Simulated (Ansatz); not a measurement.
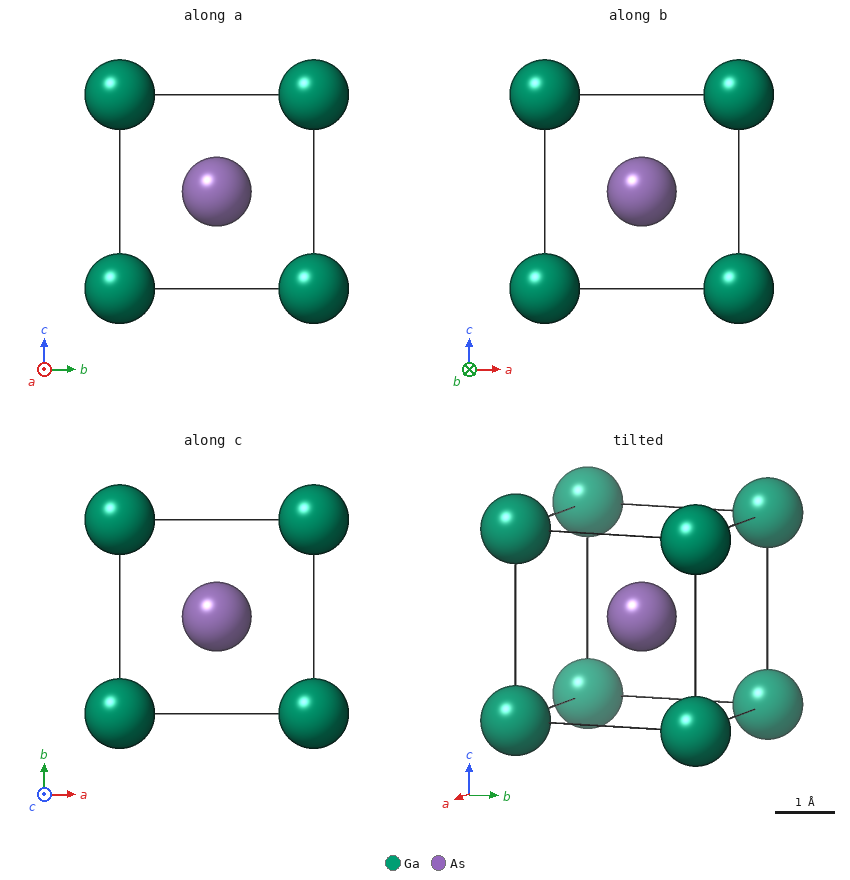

The image is a spheres-only drawing of a crystal, viewed along the a axis, along the b axis, along the c axis and slightly off an axis. The lines enclose the conventional unit cell; boundary atoms appear with their images.

Lattice parameters: a = 3.329 Å, b = 3.329 Å, c = 3.329 Å, α = 90.00°, β = 90.00°, γ = 90.00°. Put a along x and b in the xy plane.

**Put the structure into a POSCAR file.**

```
Ga As
1.0
     3.329    0.000    0.000
     0.000    3.329    0.000
     0.000    0.000    3.329
Ga As
1 1
Direct
  0.0000 0.0000 0.0000
  0.5000 0.5000 0.5000
```

Source of the structure: a structure type filled with these elements by a generator (whether the compound takes this form wasn't checked). It is drawn as it came out of a relaxation with Ansatz, DFT, r2SCAN, plane waves, PAW.
